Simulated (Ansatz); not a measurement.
## TaN: single-point calculation (part 1 of 3)

System: TaN (4 atoms in the cell).
Method: DFT LDA+U+J, spin-orbit coupling, plane waves, PAW, U = 7 eV, J = 0.9 eV on Ta atom 1 d; U = 7 eV, J = 0.9 eV on Ta atom 2 d (Ansatz 0.2.0).

The structure derives from an entry of the Crystallography Open Database. It belongs to a series of runs on one base structure; here: random orbitals: harmonics, high filling. Figures and captions count atoms from 1; the log counts them from 0 in places.

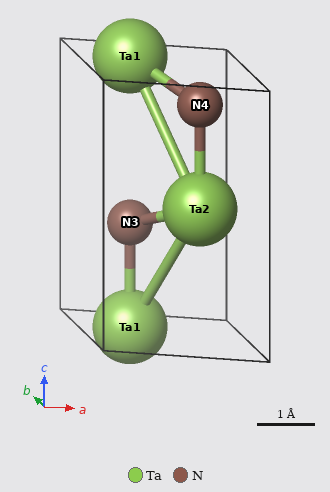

**Figure 1.** The structure as given in the input (ball-and-stick view of the cell of the calculation, seen slightly off an axis; atoms are numbered from 1 in the order of the input).

Key numbers

```csv
quantity,value
outcome,converged
space group (tolerance 0.01 Å),P6₃mc (186)
electrons treated,36
free energy,−20141.1587 eV
Fermi energy,22.850 eV
gap on the k-point mesh,none (metallic)
net moment of the cell,0.16 μB
integrated absolute moment,0.19 μB
pressure,124.04 GPa
largest force (length of the vector),2.214 eV/Å
hardware,"4 threads of Intel Xeon (Sapphire Rapids), 16 GiB of memory available, shared host"
wall time,100 s (CPU time 6.6 min)
peak memory,1.2 GiB
```

Remarks

The program warns: the typed occupations were not kept; the SCF threshold is looser than advised for the printed stress. The cell is under a pressure of 124 GPa at this level, so it is not at its equilibrium volume.

Input
```yaml
crystal:
  lattice:
    - [3.05000204, 0.0, 0.0]
    - [-1.52500102, 2.64137925, 0.0]
    - [0.0, 0.0, 4.94000153]
  atoms:
    - { symbol: Ta, position: [0.3333333333, 0.6666666667, 0.0], spin: 2.0, spin_axis: [0.707107, 0.707107, 0.0] }
    - { symbol: Ta, position: [0.6666666667, 0.3333333333, 0.5], spin: 2.0, spin_axis: [0.707107, 0.707107, 0.0] }
    - { symbol: "N", position: [0.3333333333, 0.6666666667, 0.385] }
    - { symbol: "N", position: [0.6666666667, 0.3333333333, 0.885] }
basis:
  ecutwfc: 420
  ecutrho_ratio: 4
kpoints:
  mp_grid: { grid: [7, 7, 4] }
hamiltonian:
  xc: lda
  hubbard:
    sites:
      - { site: 0, l: d, u: 7.0, j: 0.9, starting_ns: [{ occupation_matrix: s0 }] }
      - { site: 1, l: d, u: 7.0, j: 0.9, starting_ns: [{ occupation_matrix: s1 }] }
    occupation_matrices:
      s0:
        spinor_matrix:
          - [[0.495, 0.0], [0.0, 0.0], [0.0, 0.0], [0.0, 0.0], [0.0, 0.0], [0.33588, -0.33588], [0.0, 0.0], [0.0, 0.0], [0.0, 0.0], [0.0, 0.0]]
          - [[0.0, 0.0], [0.02, 0.0], [0.0, 0.0], [0.0, 0.0], [0.0, 0.0], [0.0, 0.0], [0.0, 0.0], [0.0, 0.0], [0.0, 0.0], [0.0, 0.0]]
          - [[0.0, 0.0], [0.0, 0.0], [0.495, 0.0], [0.0, 0.0], [0.0, 0.0], [0.0, 0.0], [0.0, 0.0], [0.33588, -0.33588], [0.0, 0.0], [0.0, 0.0]]
          - [[0.0, 0.0], [0.0, 0.0], [0.0, 0.0], [0.02, 0.0], [0.0, 0.0], [0.0, 0.0], [0.0, 0.0], [0.0, 0.0], [0.0, 0.0], [0.0, 0.0]]
          - [[0.0, 0.0], [0.0, 0.0], [0.0, 0.0], [0.0, 0.0], [0.02, 0.0], [0.0, 0.0], [0.0, 0.0], [0.0, 0.0], [0.0, 0.0], [0.0, 0.0]]
          - [[0.33588, 0.33588], [0.0, 0.0], [0.0, 0.0], [0.0, 0.0], [0.0, 0.0], [0.495, 0.0], [0.0, 0.0], [0.0, 0.0], [0.0, 0.0], [0.0, 0.0]]
          - [[0.0, 0.0], [0.0, 0.0], [0.0, 0.0], [0.0, 0.0], [0.0, 0.0], [0.0, 0.0], [0.02, 0.0], [0.0, 0.0], [0.0, 0.0], [0.0, 0.0]]
          - [[0.0, 0.0], [0.0, 0.0], [0.33588, 0.33588], [0.0, 0.0], [0.0, 0.0], [0.0, 0.0], [0.0, 0.0], [0.495, 0.0], [0.0, 0.0], [0.0, 0.0]]
          - [[0.0, 0.0], [0.0, 0.0], [0.0, 0.0], [0.0, 0.0], [0.0, 0.0], [0.0, 0.0], [0.0, 0.0], [0.0, 0.0], [0.02, 0.0], [0.0, 0.0]]
          - [[0.0, 0.0], [0.0, 0.0], [0.0, 0.0], [0.0, 0.0], [0.0, 0.0], [0.0, 0.0], [0.0, 0.0], [0.0, 0.0], [0.0, 0.0], [0.02, 0.0]]
      s1:
        spinor_matrix:
          - [[0.495, 0.0], [0.0, 0.0], [0.0, 0.0], [0.0, 0.0], [0.0, 0.0], [0.33588, -0.33588], [0.0, 0.0], [0.0, 0.0], [0.0, 0.0], [0.0, 0.0]]
          - [[0.0, 0.0], [0.02, 0.0], [0.0, 0.0], [0.0, 0.0], [0.0, 0.0], [0.0, 0.0], [0.0, 0.0], [0.0, 0.0], [0.0, 0.0], [0.0, 0.0]]
          - [[0.0, 0.0], [0.0, 0.0], [0.495, 0.0], [0.0, 0.0], [0.0, 0.0], [0.0, 0.0], [0.0, 0.0], [0.33588, -0.33588], [0.0, 0.0], [0.0, 0.0]]
          - [[0.0, 0.0], [0.0, 0.0], [0.0, 0.0], [0.02, 0.0], [0.0, 0.0], [0.0, 0.0], [0.0, 0.0], [0.0, 0.0], [0.0, 0.0], [0.0, 0.0]]
          - [[0.0, 0.0], [0.0, 0.0], [0.0, 0.0], [0.0, 0.0], [0.02, 0.0], [0.0, 0.0], [0.0, 0.0], [0.0, 0.0], [0.0, 0.0], [0.0, 0.0]]
          - [[0.33588, 0.33588], [0.0, 0.0], [0.0, 0.0], [0.0, 0.0], [0.0, 0.0], [0.495, 0.0], [0.0, 0.0], [0.0, 0.0], [0.0, 0.0], [0.0, 0.0]]
          - [[0.0, 0.0], [0.0, 0.0], [0.0, 0.0], [0.0, 0.0], [0.0, 0.0], [0.0, 0.0], [0.02, 0.0], [0.0, 0.0], [0.0, 0.0], [0.0, 0.0]]
          - [[0.0, 0.0], [0.0, 0.0], [0.33588, 0.33588], [0.0, 0.0], [0.0, 0.0], [0.0, 0.0], [0.0, 0.0], [0.495, 0.0], [0.0, 0.0], [0.0, 0.0]]
          - [[0.0, 0.0], [0.0, 0.0], [0.0, 0.0], [0.0, 0.0], [0.0, 0.0], [0.0, 0.0], [0.0, 0.0], [0.0, 0.0], [0.02, 0.0], [0.0, 0.0]]
          - [[0.0, 0.0], [0.0, 0.0], [0.0, 0.0], [0.0, 0.0], [0.0, 0.0], [0.0, 0.0], [0.0, 0.0], [0.0, 0.0], [0.0, 0.0], [0.02, 0.0]]
    ns_hold: until_converged
scf:
  occupations: { method: gaussian, width: 0.05 }
  lower_state_search: "off"
  max_iter: 150
output:
  forces: true
  stress: true
  eigenvalues: true
  populations: true
  hubbard: { sites: [{ site: 0, l: d }, { site: 1, l: d }] }
  write_density: true
  write_potential: true
  elf: true
  volumetric_format: npy
magnetization:
  noncollinear: true
  spin_orbit: true
```

Command:
```bash
ansatz run input.yaml --threads 4 --pin off --max-ram 6144MiB --backend cpu --events-out ev --progress --plain --runs-dir out
```

Output
```
Warning: output.stress: scf.convergence.dr2_threshold = 1e-7 eV (the SCF's general default) is looser than the 4e-10 eV advised for a printed stress (1e-10 eV for each atom of the cell: 4). What an SCF threshold leaves in a stress goes as its square root, and in the free energy as the threshold itself, and one threshold admits the most on a small cell: of the crystals measured, under no hybrid functional and no lock of the moments, on runs that ended without the residual-converged pass, on stresses that held no estimate of that error, the worst erred by over 100 MPa in a component at 1e-7 eV an atom and by under 5 at 1e-10. Set scf.convergence.dr2_threshold to 4e-10 eV or tighter. The threshold is an SCF's pass mark: one that does not reach it within its budget of iterations ends unconverged, or closes short of it on a stop that the run arms, and scf.convergence.dr2_threshold's page says what that costs each kind of run
Ta: projections on atomic orbitals take those of the free atom [Kr 4d10 4f14] 5s2 5p6 5d3 6s2, of charge +0.00 (hamiltonian.pseudopotentials.projection_atoms); the dataset's partial waves leave at most 1.2e-6 of an orbital's norm unspanned inside its sphere
N: projections on atomic orbitals take those of the free atom [He] 2s2 2p3, of charge +0.00 (hamiltonian.pseudopotentials.projection_atoms); the dataset's partial waves leave at most 3.0e-12 of an orbital's norm unspanned inside its sphere
Engine: ansatz 0.2.0, x86_64-unknown-linux-gnu
Pseudopotentials: kind: paw_fr
Pseudopotential: Ta, paw_fr, valence charge 13, recommended cutoff 420 eV (normal), Ta.paw.azcp#standard-fr
Pseudopotential: N, paw_fr, valence charge 5, recommended cutoff 420 eV (normal), N.paw.azcp#standard-fr
Functional definition: SPW92
  exchange = slater_x
  correlation = pw_c
Crystal: 4 atoms, lattice volume = 39.798 Å³
Basis set: ecut = 420 eV, 785 PW (Γ)
Bands: 44, of which v1, the nominal top of the filled ones, is band 36 counted from 1 (35 counted from 0)
Symmetry: 1 space group operations + 1 with time reversal
Magnetic group: BNS 4.9 (UNI 16), of the structure as read, at distance tolerance 3.4e-5 Å
k-points: 147 of 196 (time reversal used)
Projection manifold: j_resolved (fully-relativistic pseudo-atomic orbitals)
Non-local potential: Ta, projectors of the file, l = 0: 3, l = 1: 4, l = 2: 4, l = 3: 2
Non-local potential: N, projectors of the file, l = 0: 2, l = 1: 4, l = 2: 2
PAW form: soft (Blöchl's): semilocal exchange-correlation on the pseudo side does not see the compensation charge
PAW frozen core: Ta, regenerated for the run's functional, and the local potential with it (the file was generated under x = pbe(κ = 0.804, μ = 0.2195149727645171), c = pbe(β = 0.06672455060314922))
PAW frozen core: N, regenerated for the run's functional, and the local potential with it (the file was generated under x = pbe(κ = 0.804, μ = 0.2195149727645171), c = pbe(β = 0.06672455060314922))
PAW one-centre angular grid: Ta, 590 points (default); XC on 64 Gauss nodes
PAW one-centre angular grid: N, 110 points (default); XC on 64 Gauss nodes
Initial density: superposition of atomic densities (chi_scale 0.1, normalization cell, long waves kept (reshape's long-wave potential 0.00 eV rms))
Starting moments: Σ|m| = 4 μB on 2 of 4 sites
Initial wavefunctions: pseudopotential atomic-orbital guess
Functional: x = slater, c = lda
```
